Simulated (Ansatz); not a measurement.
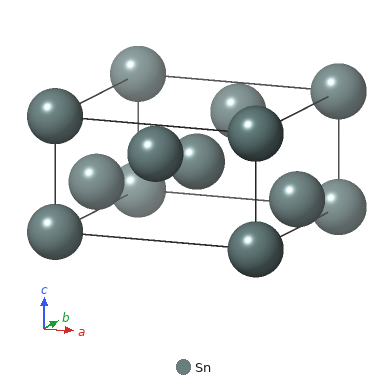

An orthographic spheres-only view of the structure, slightly off an axis. The conventional unit cell is drawn as a box.

Sn, β-tin type, space group I4_1/amd (No. 141), a = 5.929 Å, b = 5.929 Å, c = 3.233 Å, α = 90.00°, β = 90.00°, γ = 90.00°. The structure was taken from a structure listed in the Materials Project. Earlier steps of the study, as a rule a relaxation of our own, may have changed the cell and positions, so they can lie some per cent off the listed ones. An electronic-structure calculation with Ansatz was run on it.

This one geometry was computed with Ansatz (DFT, plane waves, PAW) at four levels of theory: PBE, r2SCAN, LDA and PBE with spin-orbit coupling.

Question: Which level gives the highest pressure at this volume, and what does that say about its equilibrium volume?

Answer: Highest: PBE (0.0 GPa) and PBE with spin-orbit coupling (0.0 GPa), which points to the largest equilibrium volume. Lowest, with the smallest volume: LDA (-4.0 GPa). Levels within 0.5 GPa of each other can't be told apart.

Question: How does the band gap change with the level of theory?

Answer: All levels give a metal.

Question: Collect the results in a table.

Answer:
| level | cutoff (eV) | k-mesh of the run's cell | gap (eV) | pressure (GPa) |
| --- | --- | --- | --- | --- |
| PBE | 420 | 14×14×14 | metal | 0.0 |
| r2SCAN | 500 | 14×14×14 | metal | -1.5 |
| LDA | 420 | 14×14×14 | metal | -4.0 |
| PBE with spin-orbit coupling | 420 | 14×14×14 | metal | 0.0 |

Gaps are taken on the k-mesh or band path of each run.
